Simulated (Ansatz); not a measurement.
# Run report: W, geometry relaxation (part 2 of 2)

Continued. System: W (P6₃/mmc, 2 atoms in the cell). Method: DFT, LDA, PAW with Ansatz's default frozen-core files, fully relativistic files with spin-orbit coupling (Ansatz 0.2.0); cutoff 420 eV, 17×17×9 k-mesh, Fermi–Dirac smearing of 0.05 eV. The structure was built on a prototype by a generator; it need not be a known phase. It belongs to a series of runs on one base structure; here: hcp relaxed, PAW files.

Geometry of the input (Å; fractional positions):
```
2.8007  0.0000  0.0000
-1.4004  2.4255  0.0000
0.0000  0.0000  4.5372
W  0.3333  0.6667  0.2500
W  0.6667  0.3333  0.7500
```

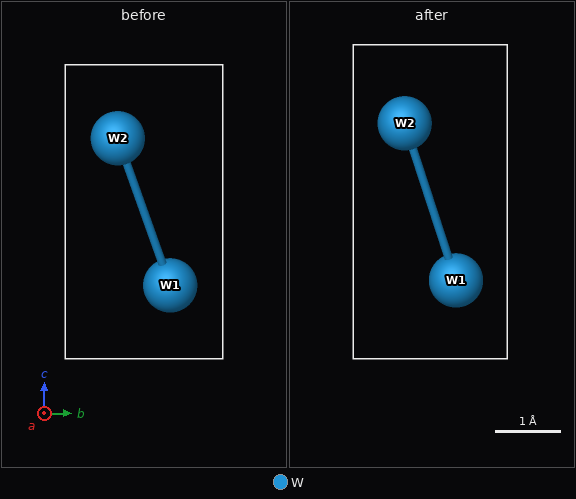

Fig. 1: Before (left) and after (right) the relaxation, at one scale (ball-and-stick view of the cell of the calculation, along the a axis). Over 4 geometry steps the energy falls by 64.2 meV per atom. All forces vanish by symmetry, so only the cell relaxes. The pressure goes from 5.26 to 0.04 GPa. The atoms keep their places relative to the cell (all moves are under 0.005 Å). The drawn cell changes as follows: a = b 2.801 → 2.741 Å (−2.1 %), c 4.537 → 4.845 Å (+6.8 %); the volume changes by +2.3 %. Among the contacts that change: W1–W2 2.786 → 2.894 Å, W1–W1 2.801 → 2.741 Å. The space group stays P6_3/mmc (No. 194). A last SCF at the same geometry on a re-selected plane-wave basis shifts the energy by −0.2 meV per atom. (Atoms are counted from 1 in the order of the input.)

```
basis re-selected at this cell: Δ(F+E_penalty+E_count) = -3.087e-4 eV, ΔP = +0.007 GPa vs the last step (what re-selecting the basis moved, of the pressure what is left beyond the Pulay correction that the steps carried, after the strain that the cell walked since its last selection, with what the two solves' SCF thresholds leave and, on support functions, any second-order correction that the steps lacked; it is no measure of the basis error at this ecutwfc). The dense FFT grid was sized anew with the basis: this SCF ran on 20×20×36 points, the steps before it on 20×20×32, so part of this shift can come from that change (see relax.cell in the input reference). This SCF's stress stands 3.83e-2 GPa from its target on what of the cell is left free (relax.cell.stress_tol is 5.00e-2 GPa) and its largest allowed force component is 6.82e-17 eV/Å (relax.f_tol is 5.00e-3 eV/Å): within both
SCF converged after 5 iterations
Magnetization: |M| = 0.0000 μB,  M = (+0.0000, +0.0000, +0.0000) μB
Absolute magnetization: 0.0000 μB (∫|m|)
  site 0: m = (+0.0000, +0.0000, +0.0000) μB, |m| = 0.0000 μB  (R = 1.13 Å)
  site 1: m = (+0.0000, +0.0000, +0.0000) μB, |m| = 0.0000 μB  (R = 1.13 Å)
Free energy (F): -20306.104557 eV
Harris-Foulkes:  -20306.104557 eV  (|F-HF|=0.00e0)
Internal energy: -20306.088381 eV  (E = F + TS)
E sigma→0 (E₀):  -20306.096469 eV
Entropy (-TS):   -0.016177 eV (-8.088 meV/atom)
Fermi energy:    22.068084 eV
--- Per-component energies (eV) ---
  E_band       = -171.537344
  E_kinetic    = 902.803657
  E_local      = -1211.519300  (includes V_loc(G=0)·N_el)
  E_nonlocal   = 4.551814
  E_hartree    = 434.509207
  E_xc         = -529.811986
  E_vxc        = -478.100094  (∫ρ·V_xc dr)
  E_paw        = -16659.153015  (= ΣΔE_a)
  E_vpaw       = -258.291690  (= ΣTr[D̂ρ^β])
  E_aug_tail   = -0.000134  (compensation charges beyond the density's cutoff)
  E_ewald      = -3248.054163
  E_core_change = 0.585538  (= ΣΔE_core)
  E_smearing   = -0.016177  (= −TS)
  E_closure    = 0.000000  (closes the sum)
  Σ components = -20306.104557   (vs F -20306.104557, Δ=0.00e0)
--- Forces (eV/Å), atoms counted from 1 ---
  atom   1  W     -0.00000000     0.00000000     0.00000000
  atom   2  W      0.00000000    -0.00000000     0.00000000
  max |Σ_I F_I| component: 4.63e-18 eV/Å
--- Stress (GPa, compression-positive) ---
        0.038340      -0.000000       0.000000
       -0.000000       0.038340       0.000000
        0.000000       0.000000       0.031311
  P = ⅓ Tr σ = 0.0360 GPa (0.360 kbar)
--- Band table (eV; the first three rows and the last of 165) ---
  k-point 0: bands = ["-51.3934", "-51.3934", "-51.3019", "-51.3019", "-22.7363", "-22.7363", "-22.4565", "-22.4565", "-13.3205", "-13.3205", "-12.3949", "-12.3949", "-12.3260", "-12.3260", "-12.1901", "-12.1901", "12.8144", "12.8144", "15.9832", "15.9832", "20.2874", "20.2874", "21.2052", "21.2052", "21.7895", "21.7895", "21.8359", "21.8359", "21.9502", "21.9502", "22.4998", "22.4998", "23.9021", "23.9021", "24.2799", "24.2799"]
  k-point 1: bands = ["-51.3907", "-51.3907", "-51.3047", "-51.3047", "-22.7277", "-22.7277", "-22.4647", "-22.4647", "-13.2951", "-13.2951", "-12.4255", "-12.4255", "-12.3219", "-12.3219", "-12.1943", "-12.1943", "12.9407", "12.9407", "15.9609", "15.9609", "20.2327", "20.2327", "21.1905", "21.1905", "21.6670", "21.6670", "21.7457", "21.7457", "21.8065", "21.8065", "22.4373", "22.4373", "24.0339", "24.0339", "24.3956", "24.3956"]
  k-point 2: bands = ["-51.3828", "-51.3828", "-51.3127", "-51.3127", "-22.7029", "-22.7029", "-22.4886", "-22.4886", "-13.2210", "-13.2210", "-12.5128", "-12.5128", "-12.3102", "-12.3102", "-12.2061", "-12.2061", "13.3050", "13.3050", "15.8648", "15.8648", "20.0905", "20.0905", "21.0106", "21.0106", "21.1654", "21.1654", "21.6287", "21.6287", "21.7537", "21.7537", "22.2805", "22.2805", "24.3819", "24.3819", "24.7138", "24.7138"]
  k-point 164: bands = ["-51.2130", "-51.2130", "-51.2119", "-51.2119", "-22.9173", "-22.9173", "-22.9128", "-22.9128", "-13.5193", "-13.5193", "-13.3576", "-13.3576", "-13.0355", "-13.0355", "-12.8745", "-12.8745", "18.1375", "18.1375", "18.3321", "18.3321", "19.0263", "19.0263", "19.3107", "19.3107", "20.4652", "20.4652", "20.7357", "20.7357", "22.5644", "22.5644", "23.0377", "23.0377", "26.5345", "26.5345", "26.7310", "26.7310"]
--- Relaxed structure (5 steps of the walk, 5 accepted, 1 SCFs on fresh bases) ---
  F+E_penalty+E_count = -20306.10455739 eV   max|allowed force component| = 6.823e-17 eV/Å   (the final SCF, on the basis selected at the relaxed cell)
  cell:  # Å, volume = 31.5240 Å³
    - [2.7410321071993073, 8.028456362687757e-34, 0.0]
    - [-1.3705160535996537, 2.3738034374233914, 0.0]
    - [0.0, 0.0, 4.844878391353285]
  atoms:
    - { symbol: W, position: [0.3333333333333333, 0.6666666666666666, 0.25] }
    - { symbol: W, position: [0.6666666666666666, 0.3333333333333333, 0.7500000000000001] }
```

File rho_z.tsv:
```
# z_ang	rho[e/angstrom^3]	m_x[e/angstrom^3]	m_y[e/angstrom^3]	m_z[e/angstrom^3]	m_norm[e/angstrom^3]
# format = ansatz-planar-average/11
# lattice	2.741032107	0.000000000	0.000000000
# lattice	-1.370516054	2.373803437	0.000000000
# lattice	0.000000000	0.000000000	4.844878391
# sites	2
# site	74	-0.000000000	1.582535625	1.211219598
# site	74	1.370516054	0.791267812	3.633658794
0.000000	3.011321e-1	0.000000e0	0.000000e0	0.000000e0	0.000000e0
0.134580	3.132764e-1	0.000000e0	0.000000e0	0.000000e0	0.000000e0
0.269160	3.587408e-1	0.000000e0	0.000000e0	0.000000e0	0.000000e0
0.403740	4.650152e-1	0.000000e0	0.000000e0	0.000000e0	0.000000e0
0.538320	6.585270e-1	0.000000e0	0.000000e0	0.000000e0	0.000000e0
0.672900	9.324391e-1	0.000000e0	0.000000e0	0.000000e0	0.000000e0
0.807480	1.229304e0	0.000000e0	0.000000e0	0.000000e0	0.000000e0
0.942060	1.466938e0	0.000000e0	0.000000e0	0.000000e0	0.000000e0
1.076640	1.599813e0	0.000000e0	0.000000e0	0.000000e0	0.000000e0
1.211220	1.638564e0	0.000000e0	0.000000e0	0.000000e0	0.000000e0
1.345800	1.599813e0	0.000000e0	0.000000e0	0.000000e0	0.000000e0
1.480380	1.466938e0	0.000000e0	0.000000e0	0.000000e0	0.000000e0
1.614959	1.229304e0	0.000000e0	0.000000e0	0.000000e0	0.000000e0
1.749539	9.324391e-1	0.000000e0	0.000000e0	0.000000e0	0.000000e0
1.884119	6.585270e-1	0.000000e0	0.000000e0	0.000000e0	0.000000e0
2.018699	4.650152e-1	0.000000e0	0.000000e0	0.000000e0	0.000000e0
2.153279	3.587408e-1	0.000000e0	0.000000e0	0.000000e0	0.000000e0
2.287859	3.132764e-1	0.000000e0	0.000000e0	0.000000e0	0.000000e0
2.422439	3.011321e-1	0.000000e0	0.000000e0	0.000000e0	0.000000e0
2.557019	3.132764e-1	0.000000e0	0.000000e0	0.000000e0	0.000000e0
2.691599	3.587408e-1	0.000000e0	0.000000e0	0.000000e0	0.000000e0
2.826179	4.650152e-1	0.000000e0	0.000000e0	0.000000e0	0.000000e0
2.960759	6.585270e-1	0.000000e0	0.000000e0	0.000000e0	0.000000e0
3.095339	9.324391e-1	0.000000e0	0.000000e0	0.000000e0	0.000000e0
3.229919	1.229304e0	0.000000e0	0.000000e0	0.000000e0	0.000000e0
3.364499	1.466938e0	0.000000e0	0.000000e0	0.000000e0	0.000000e0
3.499079	1.599813e0	0.000000e0	0.000000e0	0.000000e0	0.000000e0
3.633659	1.638564e0	0.000000e0	0.000000e0	0.000000e0	0.000000e0
3.768239	1.599813e0	0.000000e0	0.000000e0	0.000000e0	0.000000e0
3.902819	1.466938e0	0.000000e0	0.000000e0	0.000000e0	0.000000e0
4.037399	1.229304e0	0.000000e0	0.000000e0	0.000000e0	0.000000e0
4.171979	9.324391e-1	0.000000e0	0.000000e0	0.000000e0	0.000000e0
4.306559	6.585270e-1	0.000000e0	0.000000e0	0.000000e0	0.000000e0
4.441139	4.650152e-1	0.000000e0	0.000000e0	0.000000e0	0.000000e0
4.575718	3.587408e-1	0.000000e0	0.000000e0	0.000000e0	0.000000e0
4.710298	3.132764e-1	0.000000e0	0.000000e0	0.000000e0	0.000000e0
```

File v_z.tsv:
```
# z_ang	v_es[eV]	v_tot[eV]	b_x[eV]	b_y[eV]	b_z[eV]
# format = ansatz-planar-average/11
# xc	lda
# density_cutoff_ev	1680
# datasets	W=:simpson_from_first_knot:soft:shift=-1892318
# lattice	2.741032107	0.000000000	0.000000000
# lattice	-1.370516054	2.373803437	0.000000000
# lattice	0.000000000	0.000000000	4.844878391
# sites	2
# site	74	-0.000000000	1.582535625	1.211219598
# site	74	1.370516054	0.791267812	3.633658794
0.000000	2.112040e1	1.015842e1	0.000000e0	0.000000e0	0.000000e0
0.134580	2.061868e1	9.533769e0	0.000000e0	0.000000e0	0.000000e0
0.269160	1.896948e1	7.492786e0	0.000000e0	0.000000e0	0.000000e0
0.403740	1.602203e1	3.848590e0	0.000000e0	0.000000e0	0.000000e0
0.538320	1.211633e1	-1.052023e0	0.000000e0	0.000000e0	0.000000e0
0.672900	7.914266e0	-6.456805e0	0.000000e0	0.000000e0	0.000000e0
0.807480	4.045928e0	-1.154851e1	0.000000e0	0.000000e0	0.000000e0
0.942060	9.869146e-1	-1.562668e1	0.000000e0	0.000000e0	0.000000e0
1.076640	-9.571103e-1	-1.822078e1	0.000000e0	0.000000e0	0.000000e0
1.211220	-1.621657e0	-1.910394e1	0.000000e0	0.000000e0	0.000000e0
1.345800	-9.571103e-1	-1.822078e1	0.000000e0	0.000000e0	0.000000e0
1.480380	9.869146e-1	-1.562668e1	0.000000e0	0.000000e0	0.000000e0
1.614959	4.045928e0	-1.154851e1	0.000000e0	0.000000e0	0.000000e0
1.749539	7.914266e0	-6.456805e0	0.000000e0	0.000000e0	0.000000e0
1.884119	1.211633e1	-1.052023e0	0.000000e0	0.000000e0	0.000000e0
2.018699	1.602203e1	3.848590e0	0.000000e0	0.000000e0	0.000000e0
2.153279	1.896948e1	7.492786e0	0.000000e0	0.000000e0	0.000000e0
2.287859	2.061868e1	9.533769e0	0.000000e0	0.000000e0	0.000000e0
2.422439	2.112040e1	1.015842e1	0.000000e0	0.000000e0	0.000000e0
2.557019	2.061868e1	9.533769e0	0.000000e0	0.000000e0	0.000000e0
2.691599	1.896948e1	7.492786e0	0.000000e0	0.000000e0	0.000000e0
2.826179	1.602203e1	3.848590e0	0.000000e0	0.000000e0	0.000000e0
2.960759	1.211633e1	-1.052023e0	0.000000e0	0.000000e0	0.000000e0
3.095339	7.914266e0	-6.456805e0	0.000000e0	0.000000e0	0.000000e0
3.229919	4.045928e0	-1.154851e1	0.000000e0	0.000000e0	0.000000e0
3.364499	9.869146e-1	-1.562668e1	0.000000e0	0.000000e0	0.000000e0
3.499079	-9.571103e-1	-1.822078e1	0.000000e0	0.000000e0	0.000000e0
3.633659	-1.621657e0	-1.910394e1	0.000000e0	0.000000e0	0.000000e0
3.768239	-9.571103e-1	-1.822078e1	0.000000e0	0.000000e0	0.000000e0
3.902819	9.869146e-1	-1.562668e1	0.000000e0	0.000000e0	0.000000e0
4.037399	4.045928e0	-1.154851e1	0.000000e0	0.000000e0	0.000000e0
4.171979	7.914266e0	-6.456805e0	0.000000e0	0.000000e0	0.000000e0
4.306559	1.211633e1	-1.052023e0	0.000000e0	0.000000e0	0.000000e0
4.441139	1.602203e1	3.848590e0	0.000000e0	0.000000e0	0.000000e0
4.575718	1.896948e1	7.492786e0	0.000000e0	0.000000e0	0.000000e0
4.710298	2.061868e1	9.533769e0	0.000000e0	0.000000e0	0.000000e0
```

Trajectory as extended XYZ (Å, eV, eV/Å), 6 frames, from step=1 to step=6:
```
2
Lattice="2.8007 0.0000 0.0000 -1.4004 2.4255 0.0000 0.0000 0.0000 4.5372" Properties=species:S:1:pos:R:3:forces:R:3 step=1 energy=-20305.97581 pressure_GPa=5.26
W     0.0000    1.6170    1.1343    0.0000   0.0000   0.0000
W     1.4004    0.8085    3.4029    0.0000   0.0000   0.0000
2
Lattice="2.7915 0.0000 0.0000 -1.3957 2.4175 0.0000 0.0000 0.0000 4.7591" Properties=species:S:1:pos:R:3:forces:R:3 step=2 energy=-20306.06278 pressure_GPa=-6.40
W     0.0000    1.6117    1.1898    0.0000   0.0000   0.0000
W     1.3957    0.8058    3.5693    0.0000   0.0000   0.0000
2
Lattice="2.7386 0.0000 0.0000 -1.3693 2.3717 0.0000 0.0000 0.0000 4.9379" Properties=species:S:1:pos:R:3:forces:R:3 step=3 energy=-20306.08821 pressure_GPa=-4.25
W     0.0000    1.5811    1.2345    0.0000   0.0000   0.0000
W     1.3693    0.7906    3.7035    0.0000   0.0000   0.0000
2
Lattice="2.7459 0.0000 0.0000 -1.3730 2.3781 0.0000 0.0000 0.0000 4.8430" Properties=species:S:1:pos:R:3:forces:R:3 step=4 energy=-20306.10378 pressure_GPa=-1.03
W     0.0000    1.5854    1.2108    0.0000   0.0000   0.0000
W     1.3730    0.7927    3.6323    0.0000   0.0000   0.0000
2
Lattice="2.7410 0.0000 0.0000 -1.3705 2.3738 0.0000 0.0000 0.0000 4.8449" Properties=species:S:1:pos:R:3:forces:R:3 step=5 energy=-20306.10425 pressure_GPa=0.03
W     0.0000    1.5825    1.2112    0.0000   0.0000   0.0000
W     1.3705    0.7913    3.6337    0.0000   0.0000   0.0000
2
Lattice="2.7410 0.0000 0.0000 -1.3705 2.3738 0.0000 0.0000 0.0000 4.8449" Properties=species:S:1:pos:R:3:forces:R:3 step=6 energy=-20306.10456 pressure_GPa=0.04
W     0.0000    1.5825    1.2112    0.0000   0.0000   0.0000
W     1.3705    0.7913    3.6337    0.0000   0.0000   0.0000
```

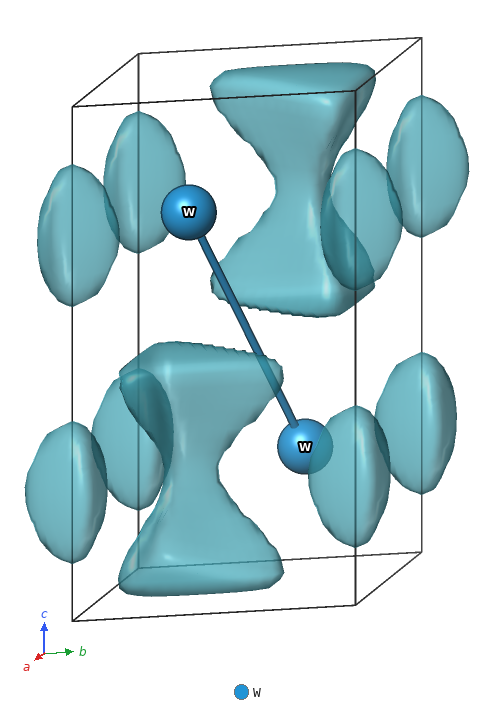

Fig. 2: Isosurface of the ELF at 0.4 (cyan), seen slightly off an axis. Only the valence region is drawn (cores and ρ < 0.01 e/Å³ removed). Sticks mark near contacts. The outline is the cell set on symmetry axes. Values along the shortest contacts: W–W (2.89 Å): the ELF is about 0.35 at the midpoint, as expected for nearly free electrons, as in a simple metal. Core electrons are frozen (PAW), so the fields are smoothed inside the atomic spheres.

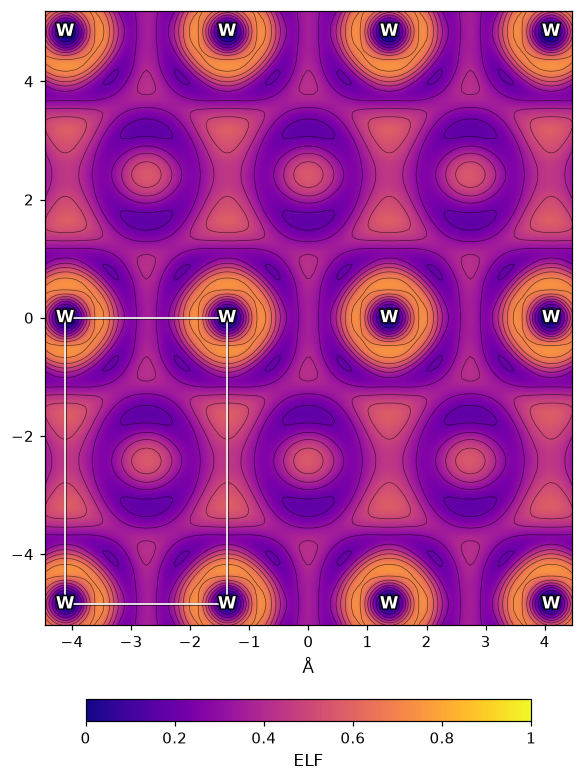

Fig. 3: ELF on the (100) plane of the conventional cell. The plane passes through W nuclei. W–W (2.74 Å): the ELF is about 0.35 at the midpoint (metallic bonding.5. The strong features right at W lie inside the PAW spheres (semicore, d or f shells) and say nothing about bonding.

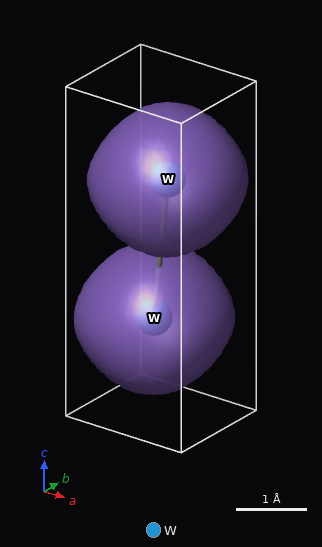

Fig. 4: Isosurface of the valence electron density at 0.5 e/Å³ (purple), seen slightly off an axis. Sticks mark near contacts. The outline is the cell set on symmetry axes. At this value the density breaks into separate islands; it holds about 75 % of the electrons treated as valence (semicore included). It is pinched off along the W–W (2.74 Å) and W–W (2.89 Å) contacts. On the grid the lowest density along these lines, outside the cores, is 0.42 e/Å³ (W–W, 2.74 Å) and 0.33 e/Å³ (W–W, 2.89 Å).

Key numbers:

```csv
quantity,value
outcome,converged
space group (tolerance 0.01 Å),P6₃/mmc (194)
electrons treated,28
free energy,−20306.1046 eV
Fermi energy,22.068 eV
net moment of the cell,0.00 μB
integrated absolute moment,0.00 μB
pressure,0.04 GPa
final volume,31.52 Å³
largest force (length of the vector) at the end,under 0.001 eV/Å
final cell,"a = 2.741 Å, b = 2.741 Å, c = 4.845 Å, α = 90.00°, β = 90.00°, γ = 120.00°"
hardware,"2 threads of Arm Neoverse V2, 24 GiB of memory available, shared host"
wall time,61 s (CPU time 2 min)
peak memory,0.58 GiB
```
